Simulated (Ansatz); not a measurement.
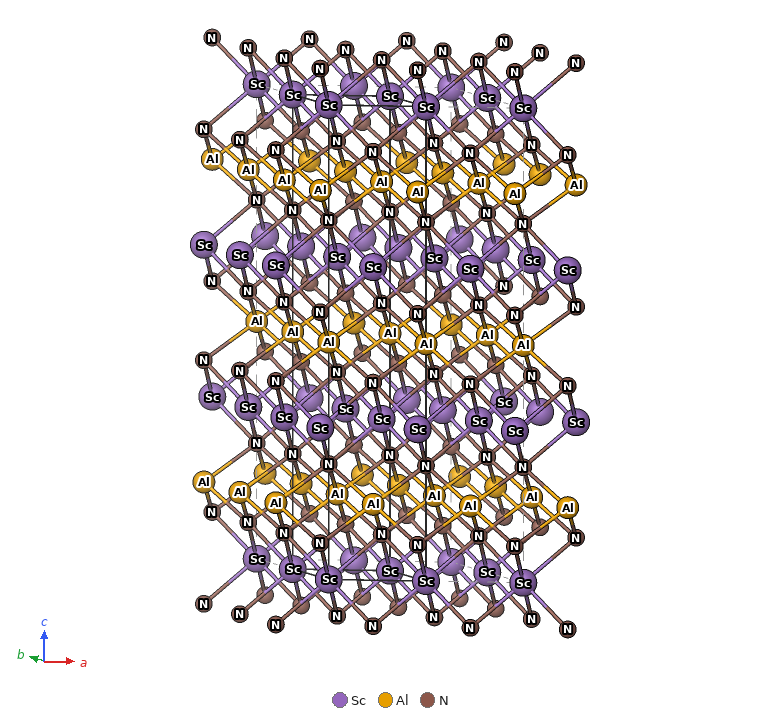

System ScAlN2 (space group R-3m, No. 166); source of the atomic positions: the input geometry of an electronic-structure calculation (not necessarily at equilibrium); the starting structure was generated, so it need not be a known form of this composition.

Bonds are taken as Al–N below 2.3 Å and N–Sc below 2.5 Å. Simplification: prune 0- and 1-connected atoms, fold 2-connected ones into links.

Question: What kind of net remains, and which atoms are its nodes?

Answer: A uninodal 6-connected, three-periodic net: Sc, Al and N are 6-connected nodes.

Question: Which named net is it?

Answer: It is the pcu net, known from NaCl, ReO3 and the B-X framework of perovskite.

Question: Is the net interpenetrated?

Answer: It is a single net, without interpenetration.

Question: Give the point symbol of each node (shortest cycle at each angle).

Answer: Sc, Al and N: 4^12.6^3.
